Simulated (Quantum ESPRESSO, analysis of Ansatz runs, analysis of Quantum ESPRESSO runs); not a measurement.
## Reproducing a measured charge-transition level: Li on a Zn site in ZnO (Quantum ESPRESSO)

How near does this set-up come to the measured charge-transition level? Subject: Li on a Zn site in ZnO. Set-up: LDA, GBRV 1.5 LDA, 32-site cell, LDA lattice, k: the single point 1/4 1/4 1/4 then 2x2x2 shifted, started with the impurity moved along one bond, dielectric constants 3.7 and 8.5 (handbook). The model is a cell of 32 host atoms with 1 Zn taken out and 1 Li put in. The level is the Fermi energy at which two charge states have equal formation energy, after a correction for the images of the charge. A local or semilocal functional is the cheapest first rung.

What was measured. (0/-1) level above the valence-band top: 0.8 eV (“Acceptors in ZnO”, 2015, McCluskey et al.). The calculation is set beside it at the end.

Method: Quantum ESPRESSO plane-wave DFT, LDA, GBRV 1.5 LDA potentials; relaxation of all atoms of a defect supercell, in Quantum ESPRESSO 7.5.

## 1. The starting structure

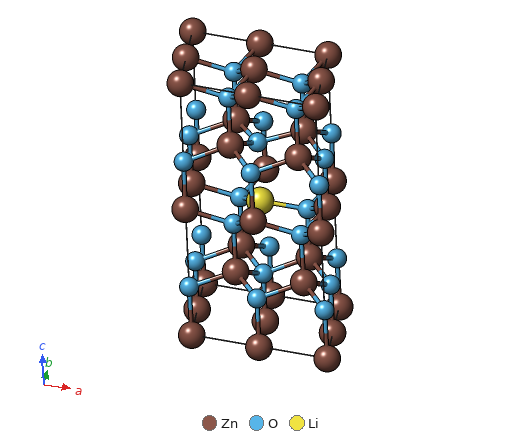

The starting structure, seen slightly off an axis (zinc brown, oxygen blue, lithium yellow). Bonds to atoms that aren't drawn are left out. Some periodic images of atoms are drawn too.

The cell holds 32 atoms: 15 Zn, 16 O and 1 Li. Cell: a = 6.379 Å, b = 6.379 Å, c = 10.313 Å, α = 90.0°, β = 90.0°, γ = 120.0°. It derives from ZnO (space group P6_3mc). Nearest the centre at fractional (0.333, 0.667, 0.500): Li14 at 0.25 Å, O12 at 1.93 Å, O28 at 1.95 Å, O4 at 1.96 Å, O15 at 2.15 Å, Zn13 at 3.16 Å, Zn5 at 3.16 Å, Zn9 at 3.17 Å.

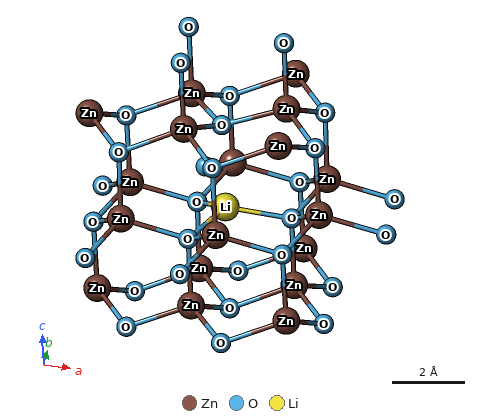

The atoms within 5 Å of the centre.

The host's primitive cell comes from a first run (Quantum ESPRESSO plane-wave DFT, LDA, GBRV 1.5 LDA potentials; relaxation of cell and atoms of a defect-free cell): vectors of 3.189, 3.189 and 5.156 Å. That is 11.36 Å³ an atom, 4.6 % under the diffraction cell's volume. The supercell is built on it.

## 2. Relaxation, charge 0

Every later number rests on the structure around the defect, so the atoms are relaxed at the host's lattice first.

Contents of pw.in:

```
&CONTROL
  calculation = 'relax'
  prefix = 'pwscf'
  outdir = './tmp'
  pseudo_dir = './pseudo'
  tprnfor = .true.
  disk_io = 'low'
  nstep = 70
  forc_conv_thr = 0.00078
  etot_conv_thr = 0.0001
/
&SYSTEM
  ibrav = 0
  nat = 32
  ntyp = 3
  ecutwfc = 45
  ecutrho = 360
  nbnd = 204
  occupations = 'smearing'
  smearing = 'fd'
  degauss = 0.00073499
  nspin = 2
  starting_magnetization(1) = 0.025
  starting_magnetization(2) = 0.0833
  starting_magnetization(3) = 0.1667
  tot_magnetization = 1
  nosym = .true.
/
&ELECTRONS
  conv_thr = 3d-08
  electron_maxstep = 100
  mixing_beta = 0.3
/
&IONS
  ion_dynamics = 'bfgs'
/
ATOMIC_SPECIES
Zn    65.3800 zn_lda_v1.uspp.F.UPF
O     15.9990 o_lda_v1.2.uspp.F.UPF
Li     6.9400 li_lda_v1.4.uspp.F.UPF
CELL_PARAMETERS angstrom
   6.3788936390    0.0000000000    0.0000000000
  -3.1894468195    5.5242839950    0.0000000000
   0.0000000000    0.0000000000   10.3127043002
ATOMIC_POSITIONS crystal
Zn     0.1654749755    0.3332686550    0.2483461532
Zn     0.3324588795    0.1658165838   -0.0017168059
O      0.3340728844    0.1677065104    0.1912099443
O      0.1669347712    0.3305594478    0.4386465331
Zn     0.1691486333    0.3367520545    0.7505707375
Zn     0.3312509436    0.1662403586    0.4986075516
O      0.3306234607    0.1670454432    0.6886474233
O      0.1691806318    0.3366523592    0.9387909369
Zn     0.1635794036    0.8325081224    0.2510580257
Zn     0.3340724528    0.6672241811   -0.0017472251
O      0.3341341693    0.6663191193    0.1875234236
O      0.1686422970    0.8333079128    0.4408567115
Zn     0.1666350074    0.8302022978    0.7499289613
Li     0.3357446382    0.6655723185    0.4761678973
O      0.3358483806    0.6700929601    0.7083681870
O      0.1658353814    0.8299023474    0.9390673046
Zn     0.6691863915    0.3362158243    0.2511130666
Zn     0.8364616817    0.1677524198   -0.0007824789
O      0.8335401029    0.1663818597    0.1912785220
O      0.6651671658    0.3304296791    0.4405152459
Zn     0.6696201493    0.3349693345    0.7490304449
Zn     0.8304604177    0.1648214911    0.4989949869
O      0.8354617912    0.1668801810    0.6878793646
O      0.6695983262    0.3358625075    0.9402858579
Zn     0.6651962676    0.8350244572    0.2492052191
Zn     0.8301718945    0.6644515615   -0.0007120109
O      0.8321364544    0.6689340774    0.1889015418
O      0.6682839416    0.8318847306    0.4403874006
Zn     0.6668894002    0.8349608273    0.7518410632
Zn     0.8328569206    0.6688964186    0.4989791263
O      0.8297728623    0.6653216540    0.6895830361
O      0.6695784892    0.8330799290    0.9388987398
K_POINTS crystal
1
0.25 0.25 0.25 1.0
```

Launch:

```console
OMP_NUM_THREADS=1 mpirun -n 4 pw.x -in pw.in > pw.out
```

What it wrote:

```text
This program is part of the open-source Quantum ESPRESSO suite
     for quantum simulation of materials; please cite
         "P. Giannozzi et al., J. Phys.:Condens. Matter 21 395502 (2009);
         "P. Giannozzi et al., J. Phys.:Condens. Matter 29 465901 (2017);
         "P. Giannozzi et al., J. Chem. Phys. 152 154105 (2020);
          URL
     in publications or presentations arising from this work. More details at

     Subspace diagonalization in iterative solution of the eigenvalue problem:
     one sub-group per band group will be used
     scalapack distributed-memory algorithm (size of sub-group:  2*  2 procs)

     --------------------
     sticks:   dense  smooth     PW     G-vecs:    dense   smooth      PW
     Min         904     449    124                70722    24994    3540
     Max         906     451    125                70724    24997    3545
     Sum        3619    1801    499               282891    99983   14173

     Using Slab Decomposition

     bravais-lattice index     =            0
     lattice parameter (alat)  =      12.0544  a.u.
     unit-cell volume          =    2452.3956 (a.u.)^3
     number of atoms/cell      =           32
     number of atomic types    =            3
     number of electrons       =       399.00 (up: 200.00, down: 199.00)
     number of Kohn-Sham states=          204
     kinetic-energy cutoff     =      45.0000  Ry
     charge density cutoff     =     360.0000  Ry
     scf convergence threshold =      3.0E-08
     mixing beta               =       0.3000
     number of iterations used =            8  plain     mixing
     energy convergence thresh.=      1.0E-04
     force convergence thresh. =      7.8E-04
     Exchange-correlation=  SLA  PZ   NOGX NOGC
                           (   1   1   0   0   0   0   0)
     nstep                     =           70

     celldm(1)=  12.054362  celldm(2)=   0.000000  celldm(3)=   0.000000
     celldm(4)=   0.000000  celldm(5)=   0.000000  celldm(6)=   0.000000

     crystal axes: (cart. coord. in units of alat)
               a(1) = (   1.000000   0.000000   0.000000 )
               a(2) = (  -0.500000   0.866025   0.000000 )
               a(3) = (   0.000000   0.000000   1.616692 )

     reciprocal axes: (cart. coord. in units 2 pi/alat)
               b(1) = (  1.000000  0.577350 -0.000000 )
               b(2) = (  0.000000  1.154701  0.000000 )
               b(3) = (  0.000000 -0.000000  0.618547 )

     PseudoPot. # 1 for Zn read from file:
     zn_lda_v1.uspp.F.UPF
     Pseudo is Ultrasoft, Zval = 20.0
     Generated by new atomic code, or converted to UPF format
     Using radial grid of  943 points,  6 beta functions with:
                l(1) =   0
                l(2) =   0
                l(3) =   1
                l(4) =   1
                l(5) =   2
                l(6) =   2
     Q(r) pseudized with  8 coefficients,  rinner =    1.100   1.100   1.100
                                                       1.100   1.100

     PseudoPot. # 2 for O  read from file:
     o_lda_v1.2.uspp.F.UPF
     Pseudo is Ultrasoft + core correction, Zval =  6.0
     Generated by new atomic code, or converted to UPF format
     Using radial grid of  737 points,  5 beta functions with:
                l(1) =   0
                l(2) =   0
                l(3) =   1
                l(4) =   1
                l(5) =   2
     Q(r) pseudized with  8 coefficients,  rinner =    0.900   0.900   0.900
                                                       0.900   0.900

     PseudoPot. # 3 for Li read from file:
     li_lda_v1.4.uspp.F.UPF
     Pseudo is Ultrasoft, Zval =  3.0
     Generated by new atomic code, or converted to UPF format
     Using radial grid of  751 points,  5 beta functions with:
                l(1) =   0
                l(2) =   0
                l(3) =   0
                l(4) =   1
                l(5) =   1
     Q(r) pseudized with 10 coefficients,  rinner =    1.150   1.150   1.150

     atomic species   valence    mass     pseudopotential
     Zn               20.00    65.38000     Zn( 1.00)
     O                 6.00    15.99900     O ( 1.00)
     Li                3.00     6.94000     Li( 1.00)

     Starting magnetic structure
     atomic species   magnetization
     Zn              0.025
     O               0.083
     Li              0.167

     No symmetry found

   Cartesian axes

     site n.     atom                  positions (alat units)
         1        Zn     tau(   1) = (  -0.0011594   0.2886191   0.4014992  )
         2        Zn     tau(   2) = (   0.2495506   0.1436014  -0.0027755  )
         3        O      tau(   3) = (   0.2502196   0.1452381   0.3091275  )
         4        O      tau(   4) = (   0.0016550   0.2862729   0.7091562  )
         5        Zn     tau(   5) = (   0.0007726   0.2916358   1.2134415  )
         6        Zn     tau(   6) = (   0.2481308   0.1439684   0.8060947  )
         7        O      tau(   7) = (   0.2471007   0.1446656   1.1133306  )
         8        O      tau(   8) = (   0.0008545   0.2915495   1.5177355  )
         9        Zn     tau(   9) = (  -0.2526747   0.7209732   0.4058834  )
        10        Zn     tau(  10) = (   0.0004604   0.5778331  -0.0028247  )
        11        O      tau(  11) = (   0.0009746   0.5770493   0.3031676  )
        12        O      tau(  12) = (  -0.2480117   0.7216658   0.7127294  )
        13        Zn     tau(  13) = (  -0.2484661   0.7189763   1.2124039  )
        14        Li     tau(  14) = (   0.0029585   0.5764025   0.7698167  )
        15        O      tau(  15) = (   0.0008019   0.5803175   1.1452130  )
        16        O      tau(  16) = (  -0.2491158   0.7187165   1.5181823  )
        17        Zn     tau(  17) = (   0.5010785   0.2911714   0.4059724  )
        18        Zn     tau(  18) = (   0.7525855   0.1452779  -0.0012650  )
        19        O      tau(  19) = (   0.7503492   0.1440909   0.3092384  )
        20        O      tau(  20) = (   0.4999523   0.2861605   0.7121773  )
        21        Zn     tau(  21) = (   0.5021355   0.2900920   1.2109513  )
        22        Zn     tau(  22) = (   0.7480497   0.1427396   0.8067210  )
        23        O      tau(  23) = (   0.7520217   0.1445225   1.1120888  )
        24        O      tau(  24) = (   0.5016671   0.2908655   1.5201523  )
        25        Zn     tau(  25) = (   0.2476840   0.7231524   0.4028880  )
        26        Zn     tau(  26) = (   0.4979461   0.5754319  -0.0011511  )
        27        O      tau(  27) = (   0.4976694   0.5793139   0.3053956  )
[...]
atom  15 (R=0.121)  charge=  5.1480  magn=  0.0444
     atom  16 (R=0.121)  charge=  5.1432  magn=  0.0262
[...]
atom  25 (R=0.121)  charge= 17.1607  magn=  0.0181
     atom  26 (R=0.121)  charge= 17.1654  magn=  0.0093
     atom  27 (R=0.121)  charge=  5.1367  magn=  0.0326
     atom  28 (R=0.121)  charge=  5.1298  magn=  0.0829
     atom  29 (R=0.121)  charge= 17.1638  magn=  0.0162
     atom  30 (R=0.121)  charge= 17.1580  magn=  0.0328
     atom  31 (R=0.121)  charge=  5.1442  magn=  0.0369
     atom  32 (R=0.121)  charge=  5.1440  magn=  0.0212

     End of self-consistent calculation

 ------ SPIN UP ------------

          k = 0.2500 0.4330 0.1546 ( 12509 PWs)   bands (ev):

  -114.2432-114.2180-114.2095-114.2057-114.1953-114.1878-114.1798-114.1783
  -114.1736-114.1701-114.1637-114.1468-114.1373-114.0974-114.0918 -68.9147
   -68.9019 -68.8951 -68.8870 -68.8786 -68.8782 -68.8762 -68.8710 -68.8650
   -68.8639 -68.8626 -68.8593 -68.8574 -68.8566 -68.8551 -68.8544 -68.8516
   -68.8484 -68.8482 -68.8468 -68.8454 -68.8426 -68.8393 -68.8343 -68.8335
   -68.8285 -68.8275 -68.8253 -68.8248 -68.8192 -68.8112 -68.8071 -68.8048
   -68.8026 -68.7986 -68.7888 -68.7873 -68.7804 -68.7786 -68.7742 -68.7721
   -68.7487 -68.7467 -68.7378 -68.7296 -32.7414  -9.3084  -9.1197  -9.0653
    -9.0131  -8.9277  -8.8693  -8.8164  -8.7443  -8.7053  -8.6897  -8.6719
    -8.6420  -8.3911  -8.2945  -8.2206  -8.1867   2.1410   2.1644   2.1980
     2.2133   2.2342   2.2518   2.3088   2.3559   2.3839   2.4313   2.5039
     2.5139   2.5389   2.5555   2.6151   2.6808   2.7077   2.7229   2.7356
     2.7548   2.7706   2.7844   2.7989   2.8159   2.8270   2.8538   2.8673
     2.8875   2.9050   2.9162   2.9399   2.9534   2.9839   2.9981   3.0243
     3.0322   3.0770   3.1068   3.1470   3.1893   3.2283   3.2794   3.2949
     3.3532   3.4427   3.5797   3.6866   3.7008   3.7599   3.7793   3.8261
     3.8416   3.8605   3.8697   3.8847   3.8941   3.8974   3.9314   3.9428
     3.9492   3.9854   4.0100   4.0199   4.0247   4.0456   4.0610   4.0752
[...]
11.7315  12.6452  13.0700  13.1778

 ------ SPIN DOWN ----------

          k = 0.2500 0.4330 0.1546 ( 12509 PWs)   bands (ev):

  -114.2238-114.1927-114.1858-114.1841-114.1806-114.1704-114.1649-114.1496
  -114.1447-114.1209-114.1121-114.1074-114.0982-114.0720-114.0672 -68.8909
[...]
3.9723   4.0045   4.0288   4.0407   4.0466   4.0673   4.0834   4.0991
     4.1052   4.1241   4.1376   4.1649   4.2213   4.2338   4.2719   4.3559
     4.5916   4.6343   4.6601   4.7137   4.7342   4.8233   4.9079   5.0631
     5.2646   5.3941   5.4502   5.5225   5.5667   5.6366   5.6627   5.8853
     6.0623   6.1764   6.2453   6.3474   6.3932   6.4187   6.4285   6.5217
     6.6108   6.6337   6.7164   6.7824   6.8598   6.8791   6.9655   7.0571
     7.1436   7.2700   7.2914   7.3420   7.4280   7.4847   7.5386   7.5920
     7.6855   7.7230   7.7366   7.7877   7.8247   7.8916   8.1332   8.1725
    11.7595  12.6778  13.1074  13.2088

     the spin up/dw Fermi energies are     9.3197    8.1529 ev

!    total energy              =   -7450.70663502 Ry
     estimated scf accuracy    <          1.4E-10 Ry
     smearing contrib. (-TS)   =      -0.00054839 Ry
     internal energy E=F+TS    =   -7450.70608664 Ry

     The total energy is F=E-TS. E is the sum of the following terms:
     one-electron contribution =   -6136.40910530 Ry
     hartree contribution      =    3229.12901422 Ry
     xc contribution           =    -742.85470465 Ry
     ewald contribution        =   -3800.57129091 Ry

     total magnetization       =     1.00 Bohr mag/cell
     absolute magnetization    =     1.10 Bohr mag/cell

     convergence has been achieved in  10 iterations

     Forces acting on atoms (cartesian axes, Ry/au):

     atom    1 type  1   force =    -0.00002371    0.00017889    0.00044878
     atom    2 type  1   force =    -0.00010127   -0.00021824    0.00033911
     atom    3 type  2   force =     0.00010008    0.00016714    0.00008352
     atom    4 type  2   force =    -0.00005186   -0.00014970   -0.00042338
     atom    5 type  1   force =    -0.00004296    0.00019791    0.00025607
     atom    6 type  1   force =     0.00009368    0.00031344   -0.00017404
     atom    7 type  2   force =    -0.00000026   -0.00002704   -0.00007026
     atom    8 type  2   force =     0.00007755   -0.00001217   -0.00016087
     atom    9 type  1   force =    -0.00004212   -0.00020452    0.00015773
     atom   10 type  1   force =    -0.00008668    0.00004305    0.00013234
     atom   11 type  2   force =     0.00007376    0.00002845   -0.00049571
     atom   12 type  2   force =     0.00009038   -0.00001274   -0.00017583
     atom   13 type  1   force =     0.00001244    0.00006685    0.00011757
     atom   14 type  3   force =    -0.00046410    0.00011495   -0.00013542
     atom   15 type  2   force =    -0.00020191   -0.00004071    0.00007086
     atom   16 type  2   force =    -0.00000210    0.00002800    0.00014319
[...]
atom   25 type  1   force =    -0.00012203   -0.00029736    0.00031818
     atom   26 type  1   force =     0.00005480    0.00014917    0.00040713
     atom   27 type  2   force =     0.00016495   -0.00006660    0.00010782
     atom   28 type  2   force =     0.00020884    0.00009759   -0.00053254
     atom   29 type  1   force =    -0.00023734   -0.00016815    0.00020699
     atom   30 type  1   force =     0.00013238   -0.00023026   -0.00022109
     atom   31 type  2   force =     0.00001372    0.00017413   -0.00004322
     atom   32 type  2   force =     0.00009278   -0.00011163    0.00001457

     Total force =     0.002147     Total SCF correction =     0.000073
     Energy error            =      1.1E-05 Ry
     Gradient error          =      7.7E-04 Ry/Bohr

     bfgs converged in  17 scf cycles and  16 bfgs steps
     (criteria: energy <  1.0E-04 Ry, force <  7.8E-04 Ry/Bohr)

     End of BFGS Geometry Optimization

     Final energy             =   -7450.7066350227 Ry

     File ./tmp/pwscf.bfgs deleted, as requested
Begin final coordinates

ATOMIC_POSITIONS (crystal)
Zn               0.1672998618        0.3368253682        0.2545746385
Zn               0.3339866534        0.1649847458       -0.0007154073
O                0.3320472810        0.1673153425        0.1891560447
O                0.1696457739        0.3343034588        0.4403660082
Zn               0.1684412063        0.3402735586        0.7457532712
Zn               0.3312101461        0.1644278119        0.4986392564
O                0.3339590886        0.1682363515        0.6894349157
O                0.1678161139        0.3321329456        0.9378791392
Zn               0.1668427614        0.8333184535        0.2539709273
Zn               0.3352056102        0.6652939564       -0.0021152090
O                0.3324609737        0.6679393538        0.1874495747
O                0.1647101744        0.8343506422        0.4400412981
Zn               0.1680658022        0.8333757023        0.7464061227
Li               0.3328200559        0.6663152070        0.5035095871
O                0.3332566296        0.6688672867        0.6895887357
O                0.1673842758        0.8327386849        0.9382031224
[...]
Zn               0.6636436050        0.8336195142        0.2542560631
Zn               0.8351034782        0.6660469966       -0.0006696465
O                0.8330223441        0.6684774547        0.1892016828
O                0.6648589758        0.8295177955        0.4402429530
Zn               0.6615650260        0.8332629178        0.7460938838
Zn               0.8344083524        0.6680626077        0.4986679610
O                0.8330982432        0.6673136706        0.6893821842
O                0.6685832300        0.8330109148        0.9380260436
End final coordinates

=------------------------------------------------------------------------------=
   JOB DONE.
=------------------------------------------------------------------------------=
```

Elapsed: 23 min, on 4 MPI ranks of Arm Neoverse V2, shared host; peak memory 1.6 GiB.

[end of part 1 of 4]

[Logs are printed without paths, hosts, clocks, repeated set-up lines and the standing remarks that a program may print on its own settings, such as how far it seeks lower states.]

[Hosts, paths, dates, database ids (printed as entryN), source tags and the programs' standing remarks are cut or masked in the printed files.]

[For some hosts the program warned that the k-mesh of the response run may be too coarse for force constants and the static dielectric constant; such warnings are not shown here.]
